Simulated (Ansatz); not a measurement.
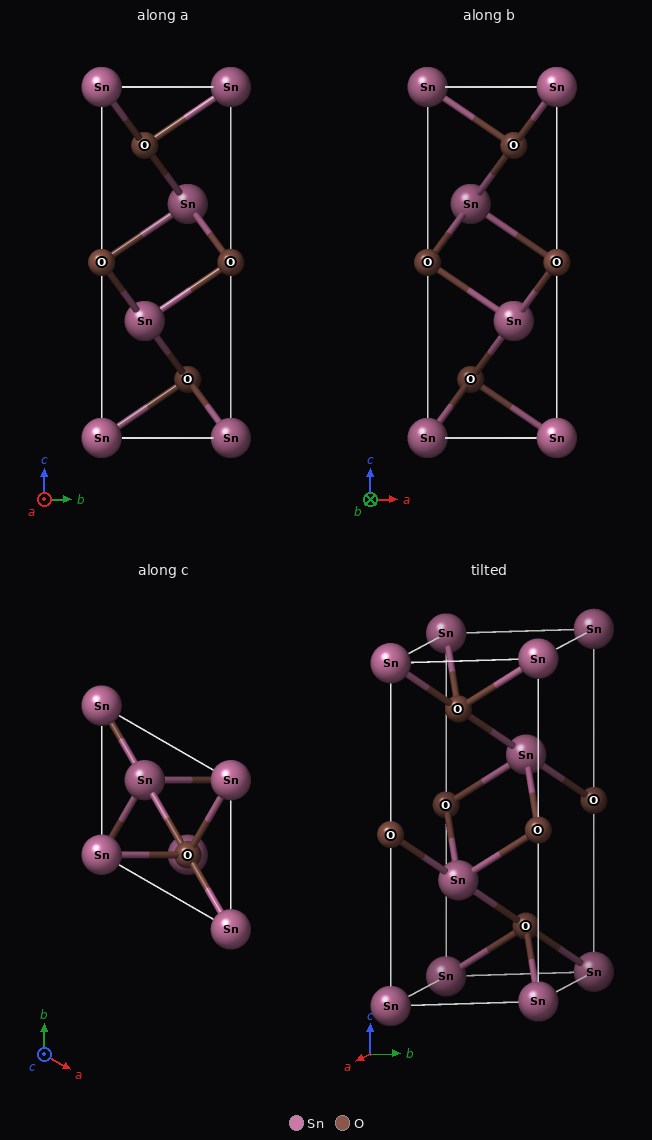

The figure gives a ball-and-stick picture of the atoms, viewed along the a axis, along the b axis, along the c axis and slightly off an axis. The conventional unit cell is outlined; an atom on or near a face, edge or corner is repeated at each equivalent position.

Lattice parameters: a = 3.6470 Å, b = 3.6470 Å, c = 8.5802 Å, α = 90.000°, β = 90.000°, γ = 120.000°.

Convert the drawing into a CIF with its space group and independent sites.

Answer.
```cif
data_structure
_symmetry_space_group_name_H-M 'R -3 m :H'
_symmetry_Int_Tables_number 166
_cell_length_a 3.6470
_cell_length_b 3.6470
_cell_length_c 8.5802
_cell_angle_alpha 90.000
_cell_angle_beta 90.000
_cell_angle_gamma 120.000
_cell_volume 98.83
loop_
_atom_site_label
_atom_site_type_symbol
_atom_site_symmetry_multiplicity
_atom_site_Wyckoff_symbol
_atom_site_fract_x
_atom_site_fract_y
_atom_site_fract_z
_atom_site_occupancy
Sn1 Sn 3 a 0.0000 0.0000 0.0000 1
O1 O 3 b 0.3333 0.6667 0.1667 1
```

Provenance: a structure type filled with these elements by a generator (whether the compound takes this form wasn't checked). The cell was then strained or its atoms displaced on purpose. It was run through Ansatz as a DFT input.
